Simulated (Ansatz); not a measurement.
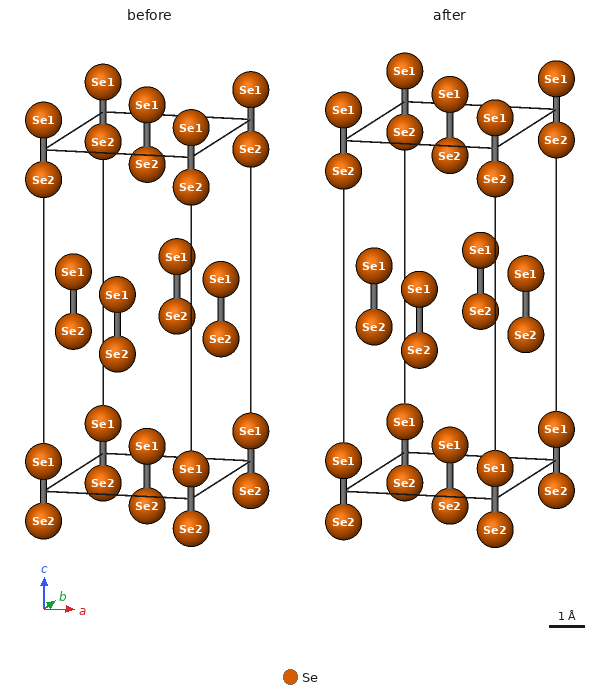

Left: a symmetric starting cell of Se (made from another compound by putting Se in place of O). Right: the same structure after one change, at the same scale. The picture is a ball-and-stick view of the conventional cell (4 times the calculation's cell), seen slightly off an axis. Lengths and directions refer to the drawn axes.

These are results of DFT PBEsol, scalar-relativistic, plane waves, PAW in Ansatz, not measurements. Set-up: plane-wave cutoff 420 eV; k-point mesh 12 × 12 × 12; occupations gaussian; smearing width 0.1 eV; no spin polarisation.

**What distinguishes the right structure from the left one?**

All lengths are scaled by +2.7 % (volume +8.3 %), the atoms keeping their fractional coordinates. No relaxation follows. The starting cell wasn't computed here and needn't be at equilibrium, so pressure and forces aren't due to the change alone.

**What does the change do?**

The pressure is 22.7 GPa (not all of it need come from the change, since the unchanged cell can be under pressure at this level too). The principal stresses (compression positive) are 77.7 GPa along c, −3.9 GPa along a, −5.7 GPa along b. The largest forces, 21 eV/Å, act on Se1 and Se2; on Se2 it points along −c. Among the bonded contacts that change: Se–Se 1.737 → 1.784 Å. The space group stays Fmmm (No. 69).
